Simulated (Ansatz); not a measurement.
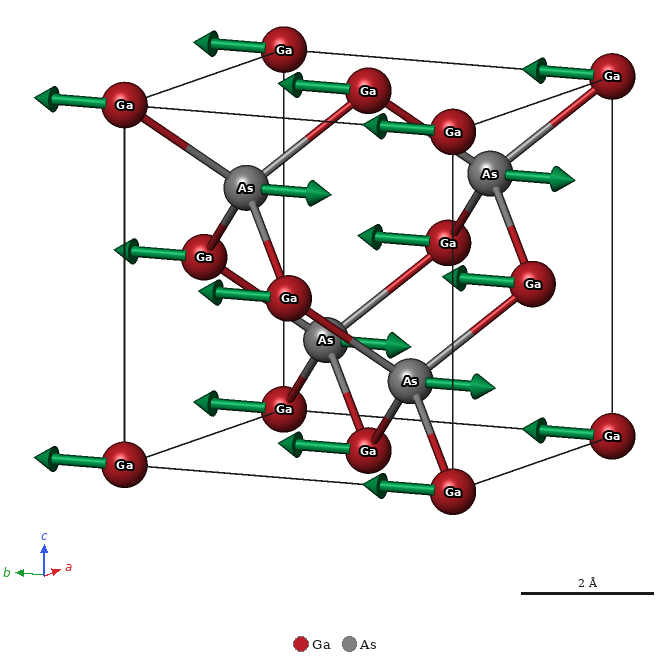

The lowest optical mode of crystalline GaAs relaxed at 4 GPa, space group F-43m (No. 216), at the zone centre. Displacements are drawn as green arrows; their common scale and sign are arbitrary. A ball-and-stick model of the conventional cell (4 times the calculation's cell), seen from a free direction. Lengths and directions refer to the drawn axes.

Method: DFT PBEsol, scalar-relativistic, plane waves, PAW (Ansatz). Settings: plane-wave cutoff 420 eV; k-point mesh 12 × 12 × 12; occupations fixed; target pressure 4 GPa; no spin polarisation.

Frequencies are those without the non-analytic (LO–TO) term.

Is the structure stable against all modes at this point?

Yes: this softest mode has a real frequency, and so have all others here. That speaks for this wave vector alone: the rest of the zone wasn't checked in this run. This is the T₂ mode (triply degenerate; one member of the set is drawn) at 8.37 THz, the only optical level, infrared- and Raman-active by symmetry. The Ga sublattice moves against the As sublattice, along b; the kinetic energy is shared as Ga 52 %, As 48 %. Its infrared intensity is 7.8 (D/Å)²/amu for the set. The value is the transverse one; the longitudinal partner lies at 297 cm⁻¹.
